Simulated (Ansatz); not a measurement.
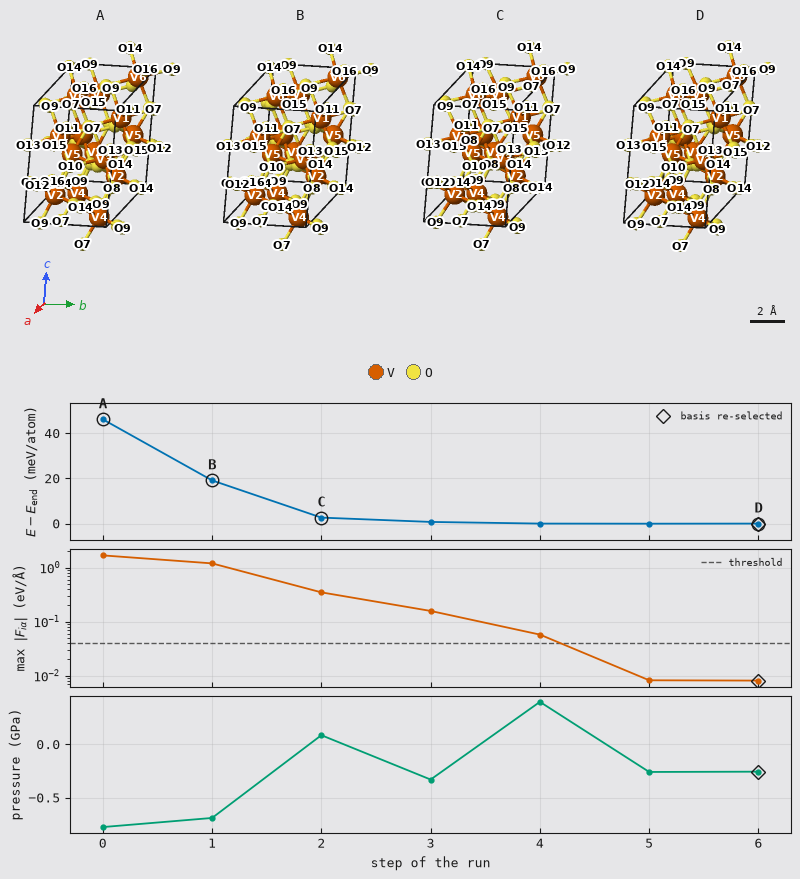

Frames of a relaxation of a crystal of V3O5 (built on the database type) (coarse preliminary run), marked on the history of the run. The picture is a ball-and-stick view of the conventional cell (2 times the calculation's cell) (origin shifted), seen slightly off an axis. Lengths and directions refer to the drawn axes.

Case: structure reported for this formula (C2/c, No. 15).

The calculation used DFT r2SCAN, scalar-relativistic, plane waves, PAW (Ansatz).

Input file:
```yaml
crystal:
  lattice:
    - [4.99, -2.515, 0.0]
    - [4.99, 2.515, 0.0]
    - [-2.57624, 0.0, 6.4815]
  atoms:
    - { symbol: V, position: [0.0, 0.0, 0.5], spin: 1.37 }
    - { symbol: V, position: [0.0, 0.0, 0.0], spin: 1.37 }
    - { symbol: V, position: [0.374, 0.374, 0.286], spin: 1.45 }
    - { symbol: V, position: [0.374, 0.374, 0.786], spin: 1.45 }
    - { symbol: V, position: [0.626, 0.626, 0.214], spin: 1.45 }
    - { symbol: V, position: [0.626, 0.626, 0.714], spin: 1.45 }
    - { symbol: O, position: [0.572, 0.272, 0.561] }
    - { symbol: O, position: [0.272, 0.572, 0.061] }
    - { symbol: O, position: [0.15, 0.85, 0.75] }
    - { symbol: O, position: [0.85, 0.15, 0.25] }
    - { symbol: O, position: [0.042, 0.342, 0.648] }
    - { symbol: O, position: [0.342, 0.042, 0.148] }
    - { symbol: O, position: [0.428, 0.728, 0.439] }
    - { symbol: O, position: [0.728, 0.428, 0.939] }
    - { symbol: O, position: [0.958, 0.658, 0.352] }
    - { symbol: O, position: [0.658, 0.958, 0.852] }
basis:
  ecutwfc: 500
kpoints:
  mp_grid: { grid: [4, 4, 4] }
hamiltonian:
  xc: r2scan
scf:
  occupations: { method: gaussian, width: 0.1 }
  lower_state_search: "off"
output:
  forces: true
  stress: true
  eigenvalues: true
  populations: true
magnetization:
  spin_polarized: true
relax:
  adjacent_minimum: "off"
  f_tol: 0.04
  max_steps: 70
  cell: { stress_tol: 0.4 }
```

Command:
```bash
ansatz run input.yaml --threads 1 --pin off --max-ram 3072MiB --backend cpu --events-out ev --progress --plain --runs-dir out
```

Q: What happens along the run?

A: The largest moves relative to the cell, 0.22 Å, are those of O9 and O10. O10 goes along +b. By element the largest moves are O 0.22 Å, V 0.05 Å. Cell: a 9.980 → 10.035 Å (+0.6 %), b 5.030 → 4.972 Å (−1.2 %), c 6.975 → 7.006 Å (+0.4 %), β 111.7° → 112.2°. Volume −0.5 %. Among the contacts that change: V3–O10 2.231 → 2.078 Å, V1–O10 1.900 → 2.001 Å, V3–O13 2.061 → 2.130 Å, V3–O15 1.992 → 1.931 Å. Bond angles that change, for instance: V1–O9–V2 133.2° → 122.2°, V4–O9–V6 75.8° → 84.1°, O8–V2–O10 91.3° → 96.1°. The space group stays C2/c (No. 15). The energy falls by 46.2 meV per atom in 5 accepted moves (6 points after the start). Largest force component: 1.7 eV/Å at the start, 0.0081 eV/Å at the end. The pressure goes from −0.78 to −0.26 GPa. At 1 point the geometry stayed and the basis and grid were re-selected for the new cell (energy shift of less than 0.05 meV per atom at most each time). From step 0 to 1: O atoms move most (0.09 Å), energy −27.0 meV per atom. From step 1 to 2: O atoms move most (0.16 Å), volume −0.5 %, energy −16.5 meV per atom. From step 2 to 6: O atoms move most (0.03 Å), energy −2.6 meV per atom.

```json
{"step": "0", "E − E(0), meV/atom": "0.00", "largest force component, eV/Å": "1.6761", "pressure, GPa": "-0.78", "volume, Å³/atom": "10.168", "note": ""}
{"step": "1", "E − E(0), meV/atom": "-27.04", "largest force component, eV/Å": "1.1921", "pressure, GPa": "-0.69", "volume, Å³/atom": "10.166", "note": ""}
{"step": "2", "E − E(0), meV/atom": "-43.52", "largest force component, eV/Å": "0.3470", "pressure, GPa": "0.09", "volume, Å³/atom": "10.115", "note": ""}
{"step": "3", "E − E(0), meV/atom": "-45.43", "largest force component, eV/Å": "0.1572", "pressure, GPa": "-0.33", "volume, Å³/atom": "10.114", "note": ""}
{"step": "4", "E − E(0), meV/atom": "-46.17", "largest force component, eV/Å": "0.0574", "pressure, GPa": "0.40", "volume, Å³/atom": "10.087", "note": ""}
{"step": "5", "E − E(0), meV/atom": "-46.21", "largest force component, eV/Å": "0.0082", "pressure, GPa": "-0.26", "volume, Å³/atom": "10.115", "note": ""}
{"step": "6", "E − E(0), meV/atom": "-46.17", "largest force component, eV/Å": "0.0081", "pressure, GPa": "-0.26", "volume, Å³/atom": "10.115", "note": "same geometry, new basis"}
```
